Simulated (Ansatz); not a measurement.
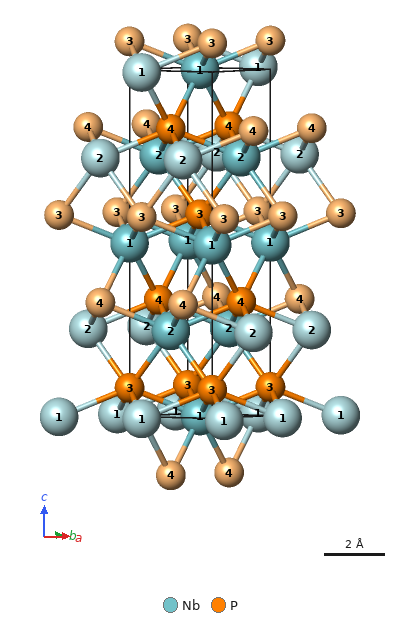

*The input geometry (ball-and-stick view of the cell 2 times as large as that of the calculation, set on its symmetry axes, seen at an oblique angle; neighbours outside the cell are drawn fainter; atoms are numbered from 1 in the order of the input). An atom can appear more than once, as a periodic image.*

Near neighbours in the periodic cell (some may lie outside the picture): Nb has 6 P at 2.58 Å; P has 6 Nb at 2.58 Å.

# Geometry relaxation of NbP (part 1 of 2)

NbP (I4₁md, 4 atoms in the cell), computed with DFT PBE, scalar-relativistic, plane waves, PAW, no spin polarisation (Ansatz 0.2.0).

The structure derives from a Materials Project entry. It belongs to a series of runs on one base structure; here: volume × 1.040. Figures and captions count atoms from 1; the log counts them from 0 in places.

What the program printed
```
basis.fft_grid_basis auto: the FFT boxes are laid along the combinations [[1, -1, 0], [0, 1, 0], [1, 0, 1]] of the cell's own vectors, 4.789, 6.280 and 3.387 Å long. The dense box has 36×45×24 points. Along the cell's own vectors, as sized, it would have 45×45×45, 2.34 times as many. Of the 8 symmetry operations that the crystal satisfies within crystal.symmetry.tolerance (time reversal apart; of a slab, those that keep its plane) the dense box along the cell's own vectors carries 8, and the one as laid loses 7 of those. basis.fft_grid_basis: typed keeps the cell's own vectors: state it where this run's energies or levels are differenced outside the engine with another run's, or held beside a run that keeps those vectors. Those combinations have planes normal to reciprocal vector 3, as the cell's own vectors have. Each planar average written beside output.write_density, output.write_potential has a row for each plane of the box: 24. The volumetric files lie along those combinations, not along the cell's own vectors: a cube or XSF file states them, and fields.json those of NumPy files.
Engine: ansatz 0.2.0, aarch64-unknown-linux-gnu
Pseudopotentials: kind: paw
Pseudopotential: Nb, paw, valence charge 13, recommended cutoff 420 eV (normal), Nb.paw.azcp
Pseudopotential: P, paw, valence charge 5, recommended cutoff 420 eV (normal), P.paw.azcp
Functional definition: PBE
  parameter kappa = 0.804
  parameter beta = 0.06672455060314922
  exchange = pbe_x(kappa = kappa, mu = beta*pi^2/3)
  correlation = pbe_c(beta = beta)
Crystal: 4 atoms, lattice volume = 66.580 Å³
Basis set: ecut = 420 eV, 1323 PW (Γ), FFT grids on a1−a2, a2, a1+a3, exchange–correlation on 72×90×48 points (8 copies of the dense FFT grid, shifted against one another)
Bands: 22, of which v1, the nominal top of the filled ones, is band 18 counted from 1 (17 counted from 0)
Symmetry: 8 space group operations
Space group: I41md (ITA 109), of the structure as read, at distance tolerance 4.1e-5 Å
k-points: 244 of 2744 (time reversal used)
Non-local potential: Nb, projectors of the file, l = 0: 3, l = 1: 2, l = 2: 2, l = 3: 1
Non-local potential: P, projectors of the file, l = 0: 2, l = 1: 2, l = 2: 2
PAW form: soft (Blöchl's): semilocal exchange-correlation on the pseudo side does not see the compensation charge
PAW one-centre angular grid: Nb, 590 points (default); XC on 64 Gauss nodes
PAW one-centre angular grid: P, 110 points (default); XC on 64 Gauss nodes
Initial density: superposition of atomic densities (neutral atoms: chi_scale 0, normalization atom), corrected by the library's trained network
Initial wavefunctions: pseudopotential atomic-orbital guess
Functional: x = pbe(κ = 0.804, μ = 0.2195149727645171), c = pbe(β = 0.06672455060314922)
SCF iter   1: F=—  HF=-10620.014737 eV  |F-HF|=—  |Δ(HF+E_count)|=         —  Δρ=7.92e-3  dr2=3.04e-2  ethr=1.77e-3  ⟨swp⟩=6.0  Hψ=27161  notcnv=0
preconditioner: auto → Kerker (q_TF=auto, 2.463 Å⁻¹)  [metal: Δε(μ)=0.029 eV  Ē_g=6.350 eV  σ=0.050 eV  W_gap=0.30  n_scr=12 (ndim 8)  ℏωp=20.4 eV  f_vac=0.000  D(μ)=0.47/eV (n_scr^D=2)]
SCF iter   2: F=—  HF=-10620.013553 eV  |F-HF|=—  |Δ(HF+E_count)|=   1.18e-3  Δρ=4.39e-3  dr2=7.94e-3  ethr=8.44e-5  ⟨swp⟩=1.7  Hψ=7664  notcnv=0
SCF iter   3: F=—  HF=-10620.014214 eV  |F-HF|=—  |Δ(HF+E_count)|=   6.61e-4  Δρ=7.44e-4  dr2=2.99e-4  ethr=2.21e-5  ⟨swp⟩=2.1  Hψ=7121  notcnv=0
SCF iter   4: F=—  HF=-10620.014219 eV  |F-HF|=—  |Δ(HF+E_count)|=   5.11e-6  Δρ=1.23e-4  dr2=9.79e-6  ethr=8.30e-7  ⟨swp⟩=2.6  Hψ=8224  notcnv=0
SCF iter   5: F=—  HF=-10620.014218 eV  |F-HF|=—  |Δ(HF+E_count)|=   8.18e-7  Δρ=2.09e-5  dr2=2.89e-7  ethr=2.72e-8  ⟨swp⟩=2.4  Hψ=8183  notcnv=0
SCF iter   6: F=-10620.014218 eV  HF=-10620.014218 eV  |F-HF|=3.85e-9  |Δ(HF+E_count)|=   4.64e-8  Δρ=5.32e-6  dr2=1.76e-8  ethr=2.78e-10  ⟨swp⟩=9.3  Hψ=36280  notcnv=0
SCF 1 converged in 6 iterations: F = -10620.014218 eV  dr2 = 1.76e-8
  greatest PAW one-centre occupation: 0.998 electrons in one spin orbital (limit 2), on the Nb atom at site 1 (counted from 0), in its partial waves of l = 0
relax step   1: F+E_penalty+E_count = -10620.01421844 eV  Δ(F+E_penalty+E_count) = +0.000e0 eV  max|allowed force component| = 3.754e-3 eV/Å  Δτ_max = 0.0000 Å  P = -6.792 GPa  Ω = 66.580 Å³  fix = [volume]  reactions: volume -6.792 GPa  (6 SCF iters, dr2 threshold 1.00e-7 eV, accepted)
Basis set: ecut = 420 eV, 1319 PW (Γ), FFT grids on a1−a2, a2, a1+a3, exchange–correlation on 72×90×48 points (8 copies of the dense FFT grid, shifted against one another)
Initial density: handed on by an earlier stage of this run
Initial wavefunctions: those handed on with the density
iter 1 solved again at ethr=7.51e-7 eV; its pass at ethr=3.10e-3 eV (dr2=2.70e-4 eV) is discarded
SCF iter   1: F=—  HF=-10620.014197 eV  |F-HF|=—  |Δ(HF+E_count)|=         —  Δρ=6.49e-4  dr2=3.24e-4  ethr=7.51e-7  ⟨swp⟩=2.8  Hψ=31358  notcnv=0
preconditioner: auto → Kerker (q_TF=auto, 2.463 Å⁻¹)  [metal: Δε(μ)=0.027 eV  Ē_g=6.317 eV  σ=0.050 eV  W_gap=0.28  n_scr=12 (ndim 8)  ℏωp=20.4 eV  f_vac=0.000  D(μ)=0.47/eV (n_scr^D=2)]
SCF iter   2: F=—  HF=-10620.014134 eV  |F-HF|=—  |Δ(HF+E_count)|=   6.35e-5  Δρ=3.80e-4  dr2=1.15e-4  ethr=7.51e-7  ⟨swp⟩=1.5  Hψ=6448  notcnv=0
SCF iter   3: F=—  HF=-10620.014097 eV  |F-HF|=—  |Δ(HF+E_count)|=   3.70e-5  Δρ=5.35e-5  dr2=2.39e-6  ethr=3.21e-7  ⟨swp⟩=2.0  Hψ=7505  notcnv=0
iter 4 did not close the SCF: its close was put off for the readings that it lacked (scf_convergence_deferred on its scf_iter line)
SCF iter   4: F=-10620.014096 eV  HF=-10620.014096 eV  |F-HF|=1.65e-8  |Δ(HF+E_count)|=   5.37e-7  Δρ=1.43e-5  dr2=1.06e-7  ethr=6.65e-9  ⟨swp⟩=2.1  Hψ=7736  notcnv=0
iter 5 did not close the SCF: its close was put off for the readings that it lacked (scf_convergence_deferred on its scf_iter line)
SCF iter   5: F=-10620.014096 eV  HF=-10620.014096 eV  |F-HF|=8.39e-10  |Δ(HF+E_count)|=  1.29e-10  Δρ=2.52e-6  dr2=4.01e-9  ethr=2.96e-10  ⟨swp⟩=2.6  Hψ=8463  notcnv=0
SCF iter   6: F=-10620.014096 eV  HF=-10620.014096 eV  |F-HF|=1.64e-11  |Δ(HF+E_count)|=  1.36e-10  Δρ=5.29e-7  dr2=1.65e-10  ethr=1.11e-11  ⟨swp⟩=5.0  Hψ=29702  notcnv=0
SCF 2 converged in 6 iterations: F = -10620.014096 eV  dr2 = 1.65e-10
relax step   2: F+E_penalty+E_count = -10620.01409635 eV  Δ(F+E_penalty+E_count) = +1.221e-4 eV  max|allowed force component| = 1.743e-2 eV/Å  Δτ_max = 0.0026 Å  P = -6.674 GPa  Ω = 66.580 Å³  energy of the carried Pulay correction = +1.335e-6 eV  fix = [volume]  (6 SCF iters, dr2 threshold 2.89e-7 eV, rejected (line search))
iter 1 solved again at ethr=2.26e-7 eV; its pass at ethr=3.10e-3 eV (dr2=8.14e-5 eV) is discarded
SCF iter   1: F=—  HF=-10620.014469 eV  |F-HF|=—  |Δ(HF+E_count)|=         —  Δρ=3.57e-4  dr2=9.57e-5  ethr=2.26e-7  ⟨swp⟩=3.0  Hψ=30924  notcnv=0
preconditioner: auto → Kerker (q_TF=auto, 2.463 Å⁻¹)  [metal: Δε(μ)=0.006 eV  Ē_g=6.313 eV  σ=0.050 eV  W_gap=0.06  n_scr=12 (ndim 8)  ℏωp=20.4 eV  f_vac=0.000  D(μ)=0.45/eV (n_scr^D=2)]
SCF iter   2: F=—  HF=-10620.014451 eV  |F-HF|=—  |Δ(HF+E_count)|=   1.87e-5  Δρ=2.09e-4  dr2=3.38e-5  ethr=2.26e-7  ⟨swp⟩=1.3  Hψ=5900  notcnv=0
SCF iter   3: F=—  HF=-10620.014440 eV  |F-HF|=—  |Δ(HF+E_count)|=   1.04e-5  Δρ=3.04e-5  dr2=8.15e-7  ethr=9.39e-8  ⟨swp⟩=2.1  Hψ=7462  notcnv=0
SCF iter   4: F=—  HF=-10620.014440 eV  |F-HF|=—  |Δ(HF+E_count)|=   2.20e-8  Δρ=8.36e-6  dr2=3.57e-8  ethr=2.26e-9  ⟨swp⟩=2.0  Hψ=7507  notcnv=0
SCF iter   5: F=—  HF=-10620.014440 eV  |F-HF|=—  |Δ(HF+E_count)|=  5.31e-10  Δρ=1.62e-6  dr2=1.67e-9  ethr=9.92e-11  ⟨swp⟩=2.5  Hψ=8612  notcnv=0
SCF iter   6: F=-10620.014440 eV  HF=-10620.014440 eV  |F-HF|=7.28e-12  |Δ(HF+E_count)|=  1.35e-10  Δρ=3.13e-7  dr2=5.69e-11  ethr=1.00e-12  ⟨swp⟩=6.5  Hψ=28111  notcnv=0
SCF 3 converged in 6 iterations: F = -10620.014440 eV  dr2 = 5.69e-11
relax step   3: F+E_penalty+E_count = -10620.01444030 eV  Δ(F+E_penalty+E_count) = -2.219e-4 eV  max|allowed force component| = 2.605e-3 eV/Å  Δτ_max = 0.0010 Å  P = -6.739 GPa  Ω = 66.580 Å³  energy of the carried Pulay correction = +6.026e-7 eV  fix = [volume]  reactions: volume -6.739 GPa  (6 SCF iters, accepted)
Basis set: ecut = 420 eV, 1319 PW (Γ), FFT grids on a1−a2, a2, a1+a3, exchange–correlation on 64×90×48 points (8 copies of the dense FFT grid, shifted against one another)
Initial wavefunctions: pseudopotential atomic-orbital guess (no wavefunctions were taken with the density)
iter 1 solved again at ethr=7.32e-9 eV; its pass at ethr=3.10e-3 eV (dr2=2.63e-6 eV) is discarded
SCF iter   1: F=—  HF=-10620.014443 eV  |F-HF|=—  |Δ(HF+E_count)|=         —  Δρ=2.91e-6  dr2=7.40e-10  ethr=7.32e-9  ⟨swp⟩=4.0  Hψ=44834  notcnv=0
preconditioner: auto → Kerker (q_TF=auto, 2.463 Å⁻¹)  [metal: Δε(μ)=0.005 eV  Ē_g=6.314 eV  σ=0.050 eV  W_gap=0.06  n_scr=12 (ndim 8)  ℏωp=20.4 eV  f_vac=0.000  D(μ)=0.45/eV (n_scr^D=2)]
SCF iter   2: F=—  HF=-10620.014440 eV  |F-HF|=—  |Δ(HF+E_count)|=   2.58e-6  Δρ=1.52e-6  dr2=2.00e-10  ethr=2.06e-12  ⟨swp⟩=2.7  Hψ=9863  notcnv=0
iter 3 did not close the SCF: its close was put off for the readings that it lacked (scf_convergence_deferred on its scf_iter line)
SCF iter   3: F=-10620.014440 eV  HF=-10620.014440 eV  |F-HF|=3.64e-12  |Δ(HF+E_count)|=  5.31e-10  Δρ=1.05e-7  dr2=5.33e-12  ethr=1.00e-12  ⟨swp⟩=2.3  Hψ=9775  notcnv=0
iter 4 did not close the SCF: its close was put off for the readings that it lacked (scf_convergence_deferred on its scf_iter line)
SCF iter   4: F=-10620.014440 eV  HF=-10620.014440 eV  |F-HF|=1.82e-12  |Δ(HF+E_count)|=  1.82e-12  Δρ=3.62e-8  dr2=9.52e-13  ethr=1.00e-12  ⟨swp⟩=1.0  Hψ=5368  notcnv=0
iter 5 did not close the SCF: its close was put off for the readings that it lacked (scf_convergence_deferred on its scf_iter line)
SCF iter   5: F=-10620.014440 eV  HF=-10620.014440 eV  |F-HF|=3.64e-12  |Δ(HF+E_count)|=    0.00e0  Δρ=8.41e-9  dr2=5.96e-14  ethr=1.00e-12  ⟨swp⟩=1.0  Hψ=5368  notcnv=0
iter 6 did not close the SCF: its close was put off for the readings that it lacked (scf_convergence_deferred on its scf_iter line)
SCF iter   6: F=-10620.014440 eV  HF=-10620.014440 eV  |F-HF|=1.82e-12  |Δ(HF+E_count)|=  3.64e-12  Δρ=1.65e-9  dr2=2.23e-15  ethr=1.00e-12  ⟨swp⟩=1.0  Hψ=5368  notcnv=0
SCF iter   7: F=-10620.014440 eV  HF=-10620.014440 eV  |F-HF|=0.00e0  |Δ(HF+E_count)|=    0.00e0  Δρ=3.11e-10  dr2=6.63e-17  ethr=1.00e-12  ⟨swp⟩=2.5  Hψ=15655  notcnv=0
SCF 4 converged in 7 iterations: F = -10620.014440 eV  dr2 = 6.63e-17
relax step   4: F+E_penalty+E_count = -10620.01444012 eV  Δ(F+E_penalty+E_count) = +1.834e-7 eV  max|allowed force component| = 2.605e-3 eV/Å  Δτ_max = 0.0000 Å  P = -6.739 GPa  Ω = 66.580 Å³  fix = [volume]  reactions: volume -6.739 GPa  stress off target by 8.46e-3 GPa on what of the cell is left free  SCF on the basis re-selected at this cell (its energy is not comparable with the rows above)  (7 SCF iters)
```

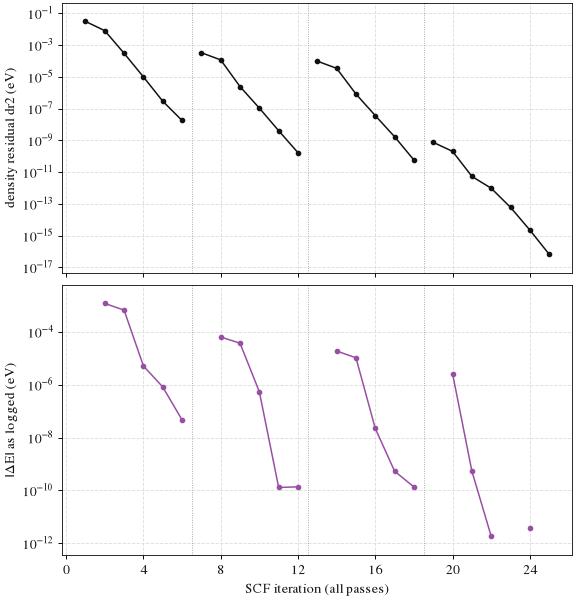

*Convergence of the self-consistent field: density residual dr2 and size of the energy change against the SCF iteration. The dotted lines part the SCF passes of the relaxation: geometry steps, rejected trials and re-solves on a re-selected basis.*

The passes take 6, 6, 6 and 7 iterations.

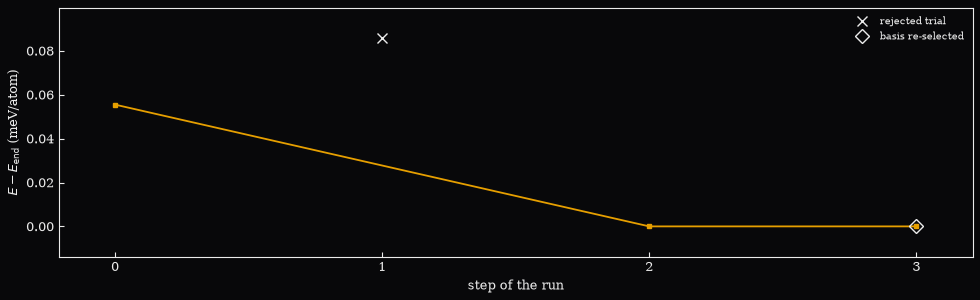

*Progress of the relaxation, step by step (the first geometry is step 0 here and step 1 in the log).*

Over 2 geometry steps the energy falls by 0.1 meV per atom. The largest force component goes from 0.0038 to 0.0026 eV/Å. The pressure goes from −6.79 to −6.74 GPa. The line search rejected the trial step at point 1 (counted from 0) and went back. The atoms keep their places relative to the cell (all moves are under 0.005 Å). The space group stays I4_1md (No. 109). A last SCF at the same geometry on a re-selected plane-wave basis shifts the energy by next to nothing (0.0 meV per atom). (Atoms are counted from 1 in the order of the input.)
